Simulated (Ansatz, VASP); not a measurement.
**Cross-check of ZnS (ZnS(110)) between VASP and Ansatz**

Wanted: the spread between two codes on one cell, functional and k mesh. The structure shown is the end of the VASP relaxation below.

Method: plane waves, with VASP 6.6.1 beside it; single point at PBE and band structure at PBE, in Ansatz 0.2.0.

## Step 1: The structure

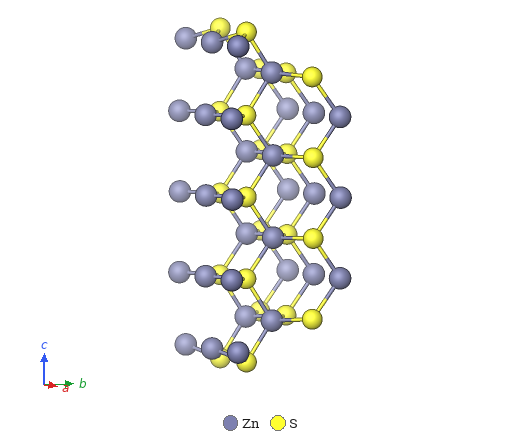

The cell as given, from the side, with the c axis up (zinc blue, sulfur yellow). 2×1×1 cells are drawn. Some periodic images of atoms are drawn too.

The cell holds 18 atoms: 9 Zn and 9 S. Its edges and angles: a = 3.849 Å, b = 5.444 Å, c = 31.397 Å, α = 90.0°, β = 90.0°, γ = 90.0°. It derives from ZnS. As first built, before any earlier steps moved the atoms: 9 layers, cut at this functional's lattice. Vacuum lies along c.

## Step 2: VASP: relaxation, PBE

This run makes the geometry at which the two programs are then compared.

Lines of VASP's logs that name or quote its potential files are left out, and so is its time.

The input, INCAR:

```
SYSTEM = ZnS
PREC = Normal
ENCUT = 320
EDIFF = 1E-05
NELM = 120
ISMEAR = 0
SIGMA = 0.03
LREAL = Auto
ALGO = Fast
GGA = PE
NBANDS = 100
LORBIT = 11
LWAVE = .FALSE.
LCHARG = .FALSE.
KPAR = 2
NCORE = 2
IBRION = 2
NSW = 60
ISIF = 2
EDIFFG = -0.03
POTIM = 0.4
MAXMIX = 40
IDIPOL = 3
LDIPOL = .TRUE.
DIPOL = 0.5 0.5 0.5
```

The input, POSCAR:

```
ZnS
1.0
    3.8492525117      0.0000000000      0.0000000000
    0.0000000000      5.4436651070      0.0000000000
    0.0000000000      0.0000000000     31.3970100467
Zn S
9 9
Direct
    0.0000000000      0.0000000000      0.2548013300
    0.5000000000      0.5000000000      0.3161010000
    0.0000000000      0.0000000000      0.3774006700
    0.5000000000      0.5000000000      0.4387003300
    0.0000000000      0.0000000000      0.5000000000
    0.5000000000      0.5000000000      0.5612996700
    0.0000000000      0.0000000000      0.6225993300
    0.5000000000      0.5000000000      0.6838990000
    0.0000000000      0.0000000000      0.7451986700
    0.0000000000      0.7500000000      0.3161010000
    0.5000000000      0.2500000000      0.2548013300
    0.0000000000      0.7500000000      0.4387003300
    0.5000000000      0.2500000000      0.3774006700
    0.0000000000      0.7500000000      0.5612996700
    0.5000000000      0.2500000000      0.5000000000
    0.0000000000      0.7500000000      0.6838990000
    0.5000000000      0.2500000000      0.6225993300
    0.5000000000      0.2500000000      0.7451986700
```

The input, KPOINTS:

```
Automatic mesh
0
Gamma
6 5 1
0 0 0
```

The projector-augmented-wave data sets are Zn and S (PBE family, release 64).

Command:

```
$ mpirun -np 4 vasp_std
```

Numbers of over 12 decimals in the logs are rounded to 6 here.

The program printed:

```text
[banner, memory and clock lines left out]
running    4 mpi-ranks, on    1 nodes
 distrk:  each k-point on    2 cores,    2 groups
 distr:  one band on    2 cores,    1 groups

 POSCAR found type information on POSCAR ZnS
 POSCAR found :  2 types and      18 ions
 LDA part: xc-table for (Slater+PW92), standard interpolation
 POSCAR, INCAR and KPOINTS ok, starting setup
 FFT: planning ... GRIDC
 FFT: planning ... GRID_SOFT
 FFT: planning ... GRID
 WAVECAR not read
 entering main loop
       N       E                     dE             d eps       ncg     rms          rms(c)
DAV:   1     0.104889069477E+04    0.10489E+04   -0.55249E+04  2464   0.115E+03
DAV:   2     0.862334790576E+02   -0.96266E+03   -0.91583E+03  2664   0.306E+02
DAV:   3    -0.562871672720E+02   -0.14252E+03   -0.14111E+03  2644   0.125E+02
DAV:   4    -0.640402281189E+02   -0.77531E+01   -0.77077E+01  2808   0.277E+01
DAV:   5    -0.642962369844E+02   -0.25601E+00   -0.25572E+00  2904   0.481E+00    0.199E+01
RMM:   6    -0.598592846871E+02    0.44370E+01   -0.11450E+01  2400   0.123E+01    0.157E+01
RMM:   7    -0.596598388515E+02    0.19945E+00   -0.63871E+00  2402   0.832E+00    0.517E+00
RMM:   8    -0.596708658391E+02   -0.11027E-01   -0.98361E-01  2412   0.373E+00    0.231E+00
RMM:   9    -0.595960319588E+02    0.74834E-01   -0.29349E-01  2400   0.194E+00    0.115E+00
RMM:  10    -0.595964903181E+02   -0.45836E-03   -0.71985E-02  2401   0.129E+00    0.433E-01
RMM:  11    -0.595994034116E+02   -0.29131E-02   -0.23403E-02  2887   0.445E-01    0.376E-01
RMM:  12    -0.595991748210E+02    0.22859E-03   -0.43584E-03  2413   0.249E-01    0.216E-01
RMM:  13    -0.595992121829E+02   -0.37362E-04   -0.74990E-04  2646   0.825E-02    0.187E-01
RMM:  14    -0.595994149410E+02   -0.20276E-03   -0.18555E-04  2408   0.433E-02    0.125E-01
RMM:  15    -0.595995290228E+02   -0.11408E-03   -0.19068E-04  1949   0.293E-02    0.453E-02
RMM:  16    -0.595996204024E+02   -0.91380E-04   -0.10178E-04  1899   0.270E-02    0.502E-02
RMM:  17    -0.595996292096E+02   -0.88071E-05   -0.12675E-05  1482   0.130E-02
   1 F= -.59599629E+02 E0= -.59599629E+02  d E =-.595996E+02
[... from here on, the cycles between the ionic steps are left out ...]
   2 F= -.59882650E+02 E0= -.59882650E+02  d E =-.283021E+00
   7 F= -.60520054E+02 E0= -.60520054E+02  d E =-.296808E+00
   8 F= -.60536085E+02 E0= -.60536085E+02  d E =-.160311E-01
   9 F= -.60536258E+02 E0= -.60536258E+02  d E =-.162043E-01
  10 F= -.60543310E+02 E0= -.60543310E+02  d E =-.705112E-02
  11 F= -.60545340E+02 E0= -.60545340E+02  d E =-.908150E-02
  12 F= -.60549780E+02 E0= -.60549780E+02  d E =-.444015E-02
  13 F= -.60550313E+02 E0= -.60550313E+02  d E =-.497304E-02
  14 F= -.60550292E+02 E0= -.60550292E+02  d E =-.495222E-02
  15 F= -.60550298E+02 E0= -.60550298E+02  d E =-.495837E-02
 curvature:  -0.51 expect dE=-0.261E-03 dE for cont linesearch -0.544E-06
 trial: gam= 0.23229 g(F)=  0.510E-03 g(S)=  0.000E+00 ort =-0.678E-04 (trialstep = 0.310E+01)
 search vector abs. value=  0.711E-03
 bond charge predicted
       N       E                     dE             d eps       ncg     rms          rms(c)
DAV:   1    -0.605504059245E+02   -0.10676E-03   -0.87989E-01  2408   0.305E+00    0.248E-01
RMM:   2    -0.605513819417E+02   -0.97602E-03   -0.13807E-02  2400   0.371E-01    0.289E-01
RMM:   3    -0.605514858327E+02   -0.10389E-03   -0.18608E-03  2405   0.168E-01    0.190E-01
RMM:   4    -0.605514207694E+02    0.65063E-04   -0.55901E-04  2401   0.799E-02    0.110E-01
RMM:   5    -0.605513859835E+02    0.34786E-04   -0.14669E-04  2321   0.406E-02    0.633E-02
RMM:   6    -0.605513999742E+02   -0.13991E-04   -0.57814E-05  1848   0.221E-02    0.557E-02
RMM:   7    -0.605514036925E+02   -0.37184E-05   -0.26504E-05  1664   0.149E-02
  16 F= -.60551404E+02 E0= -.60551404E+02  d E =-.110541E-02
 trial-energy change:   -0.001105  1 .order   -0.001134   -0.001533   -0.000735
 step:   5.9625(harm=  5.9625)  dis= 0.01099  next Energy=   -60.551772 (dE=-0.147E-02)
 reached required accuracy - stopping structural energy minimisation
```

Parts of OUTCAR (step 2):

```text
ion  position               nearest neighbor table
   1  0.000  0.000  0.255-  11 2.36  11 2.36  10 2.36
   2  0.500  0.500  0.316-  10 2.36  10 2.36  13 2.36  11 2.36
   3  0.000  0.000  0.377-  12 2.36  13 2.36  13 2.36  10 2.36
   4  0.500  0.500  0.439-  13 2.36  12 2.36  12 2.36  15 2.36
   5  0.000  0.000  0.500-  15 2.36  15 2.36  12 2.36  14 2.36
   6  0.500  0.500  0.561-  17 2.36  14 2.36  14 2.36  15 2.36
   7  0.000  0.000  0.623-  14 2.36  17 2.36  17 2.36  16 2.36
   8  0.500  0.500  0.684-  16 2.36  16 2.36  17 2.36  18 2.36
   9  0.000  0.000  0.745-  18 2.36  18 2.36  16 2.36
  10  0.000  0.750  0.316-   2 2.36   2 2.36   3 2.36   1 2.36
  11  0.500  0.250  0.255-   1 2.36   1 2.36   2 2.36
  12  0.000  0.750  0.439-   3 2.36   4 2.36   4 2.36   5 2.36
  13  0.500  0.250  0.377-   4 2.36   3 2.36   3 2.36   2 2.36
  14  0.000  0.750  0.561-   7 2.36   6 2.36   6 2.36   5 2.36
  15  0.500  0.250  0.500-   5 2.36   5 2.36   6 2.36   4 2.36
  16  0.000  0.750  0.684-   8 2.36   8 2.36   7 2.36   9 2.36
  17  0.500  0.250  0.623-   6 2.36   7 2.36   7 2.36   8 2.36
  18  0.500  0.250  0.745-   9 2.36   9 2.36   8 2.36

  LATTYP: Found a simple orthorhombic cell.
 ALAT       =     3.8492525117
 B/A-ratio  =     1.4142135624
 C/A-ratio  =     8.1566511813

 Subroutine GETGRP returns: Found  4 space group operations
 (whereof  4 operations were pure point group operations)

The static configuration has the point symmetry C_2v.

 Found     12 irreducible k-points:

   k-points           NKPTS =     12   k-points in BZ     NKDIM =     12   number of bands    NBANDS=    100

   dimension x,y,z NGX =    18 NGY =   24 NGZ =  140
   dimension x,y,z NGXF=    36 NGYF=   48 NGZF=  280

   ENCUT  =  320.0 eV  23.52 Ry    4.85 a.u.   5.61  7.94 45.80*2*pi/ulx,y,z

   NELECT =     162.0000    total number of electrons

 k-points in reciprocal lattice and weights: Automatic mesh
   0.00000000  0.00000000  0.00000000       0.033
   0.16666667  0.00000000  0.00000000       0.067
   0.33333333  0.00000000  0.00000000       0.067
   0.50000000  0.00000000  0.00000000       0.033
   0.00000000  0.20000000  0.00000000       0.067
   0.16666667  0.20000000  0.00000000       0.133
   0.33333333  0.20000000  0.00000000       0.133
   0.50000000  0.20000000  0.00000000       0.067
   0.00000000  0.40000000  0.00000000       0.067
   0.16666667  0.40000000  0.00000000       0.133
   0.33333333  0.40000000  0.00000000       0.133
   0.50000000  0.40000000  0.00000000       0.067

 dipolmoment           0.000000      0.000000      0.000000 electrons x Angstroem

 average (electrostatic) potential at core
       1 -40.0660       2 -39.9205       3 -39.9782       4 -39.9611       5 -39.9576
       6 -39.9611       7 -39.9782       8 -39.9205       9 -40.0660      10 -92.3706
      11 -91.8990      12 -92.3200      13 -92.2781      14 -92.3200      15 -92.2893
      16 -92.3706      17 -92.2781      18 -91.8990

 E-fermi :  -1.4932

 k-point     1 :       0.0000    0.0000    0.0000
  band No.  band energies     occupation
    ...
     77      -1.8674      2.00000
     78      -1.8301      2.00000
     79      -1.7697      2.00000
     80      -1.7246      2.00000
     81      -1.6738      2.00000
     82       0.5030      0.00000
     83       1.0294      0.00000
     84       1.6869      0.00000
     85       1.8577      0.00000
     86       2.1256      0.00000
    ...

 k-point     2 :       0.1667    0.0000    0.0000
  band No.  band energies     occupation
    ...
     77      -2.5139      2.00000
     78      -2.3047      2.00000
     79      -2.2588      2.00000
     80      -2.0533      2.00000
     81      -1.9175      2.00000
     82       1.3891      0.00000
     83       1.7595      0.00000
     84       2.1417      0.00000
     85       2.3612      0.00000
     86       2.4465      0.00000
    ...

 k-point     3 :       0.3333    0.0000    0.0000
  band No.  band energies     occupation
    ...
     77      -3.0155      2.00000
     78      -2.9102      2.00000
     79      -2.7140      2.00000
     80      -2.4445      2.00000
     81      -2.1705      2.00000
     82       1.8469      0.00000
     83       1.8799      0.00000
     84       2.4456      0.00000
     85       2.5384      0.00000
     86       2.5607      0.00000
    ...

  Total       -1.1631468     -0.6655419     -1.0399026      0.0000000      0.0000000      0.0000000
  in kB       -2.8326247     -1.6208018     -2.5324866      0.0000000      0.0000000      0.0000000
  external PRESSURE =      -2.3286377 kB  Pullay stress =       0.0000000 kB

  energy-cutoff  :      320.00
  volume of cell :      657.89
      direct lattice vectors                 reciprocal lattice vectors
     3.849252512  0.000000000  0.000000000     0.259790699  0.000000000  0.000000000
     0.000000000  5.443665107  0.000000000     0.000000000  0.183699765  0.000000000
     0.000000000  0.000000000 31.397010047     0.000000000  0.000000000  0.031850167

 POSITION                                       TOTAL-FORCE (eV/Angst)
 -----------------------------------------------------------------------------------
      0.00000      0.28542      8.40203         0.000000      0.014970      0.010409
      1.92463      2.63773      9.78852        -0.000000     -0.003576      0.016957
      0.00000      5.40691     11.85413        -0.000000      0.004227      0.014367
      1.92463      2.69568     13.74073         0.000000     -0.019374      0.017279
      0.00000      5.43237     15.69851        -0.000000     -0.008513     -0.000000
      1.92463      2.69568     17.65628         0.000000     -0.019374     -0.017279
      0.00000      5.40691     19.54288        -0.000000      0.004227     -0.014367
      1.92463      2.63773     21.60849        -0.000000     -0.003576     -0.016957
      0.00000      0.28542     22.99498        -0.000000      0.014970     -0.010409
      0.00000      4.00774      9.92479        -0.000000      0.007860      0.005021
      1.92463      1.36042      7.83392        -0.000000      0.021282     -0.006818
      0.00000      4.05794     13.77226        -0.000000     -0.012148      0.023039
      1.92463      1.33222     11.80417        -0.000000      0.005767      0.015044
      0.00000      4.05794     17.62475        -0.000000     -0.012148     -0.023039
      1.92463      1.35340     15.69851        -0.000000     -0.029502     -0.000000
      0.00000      4.00774     21.47222        -0.000000      0.007860     -0.005021
      1.92463      1.33222     19.59284        -0.000000      0.005767     -0.015044
      1.92463      1.36042     23.56309        -0.000000      0.021282      0.006818
 -----------------------------------------------------------------------------------
    total drift:                                0.000000      0.051758     -0.000227

  FREE ENERGIE OF THE ION-ELECTRON SYSTEM (eV)
  ---------------------------------------------------
  free  energy   TOTEN  =       -60.5514036925 eV

  energy  without entropy=      -60.5514036925  energy(sigma->0) =      -60.55140369

 reached required accuracy - stopping structural energy minimisation

 vacuum level on the upper side and lower side of the slab         3.892         3.892

 total charge
# of ion       s       p       d       tot
------------------------------------------
    1        0.561   0.430   9.780  10.771
    2        0.514   0.453   9.788  10.755
    3        0.513   0.455   9.789  10.757
    4        0.512   0.450   9.789  10.751
    5        0.512   0.453   9.789  10.754
    6        0.512   0.450   9.789  10.751
    7        0.513   0.455   9.789  10.757
    8        0.514   0.453   9.788  10.755
    9        0.561   0.430   9.780  10.771
   10        1.317   2.425   0.000   3.742
   11        1.332   2.386   0.000   3.718
   12        1.316   2.426   0.000   3.742
   13        1.317   2.418   0.000   3.735
   14        1.316   2.426   0.000   3.742
   15        1.316   2.421   0.000   3.738
   16        1.317   2.425   0.000   3.742
   17        1.317   2.418   0.000   3.735
   18        1.332   2.386   0.000   3.718
--------------------------------------------------
tot         16.593  25.759  88.082 130.434

[... 3 further parts left out ...]
```

CONTCAR:

```
ZnS
   1.00000000000000
     3.8492525117000000    0.0000000000000000    0.0000000000000000
     0.0000000000000000    5.4436651070000002    0.0000000000000000
     0.0000000000000000    0.0000000000000000   31.3970100467000002
  Zn              S
     9     9
Direct
     0.0000000000000000    0.0524317862894519    0.2676061056043297
     0.5000000000000000    0.4845504925928443    0.3117660376971890
     0.0000000000000000    0.9932477676695758    0.3775559493186790
     0.5000000000000000    0.4951950784768945    0.4376446455758894
     0.0000000000000000    0.9979256210230665    0.5000000000000000
     0.5000000000000000    0.4951950784768945    0.5623553544241104
     0.0000000000000000    0.9932477676695758    0.6224440506813210
     0.5000000000000000    0.4845504925928443    0.6882339623028112
     0.0000000000000000    0.0524317862894519    0.7323938943956704
     0.0000000000000000    0.7362215335105161    0.3161060679089827
     0.5000000000000000    0.2499092701585107    0.2495116580860390
     0.0000000000000000    0.7454431391029337    0.4386486797361526
     0.5000000000000000    0.2447288955447563    0.3759646471927785
     0.0000000000000000    0.7454431391029337    0.5613513202638472
     0.5000000000000000    0.2486184522859674    0.5000000000000000
     0.0000000000000000    0.7362215335105161    0.6838939320910172
     0.5000000000000000    0.2447288955447563    0.6240353528072214
     0.5000000000000000    0.2499092701585107    0.7504883419139611
```

(Continued in part 2 of 3.)

[Lines on the potential files, build, host, timing and source positions are cut from VASP's logs without a mark.]

[Logs are printed without paths, hosts, clocks, repeated set-up lines and the standing remarks that a program may print on its own settings, such as how far it seeks lower states.]

[Hosts, paths, dates, database ids (printed as entryN), source tags and the programs' standing remarks are cut or masked in the printed files.]
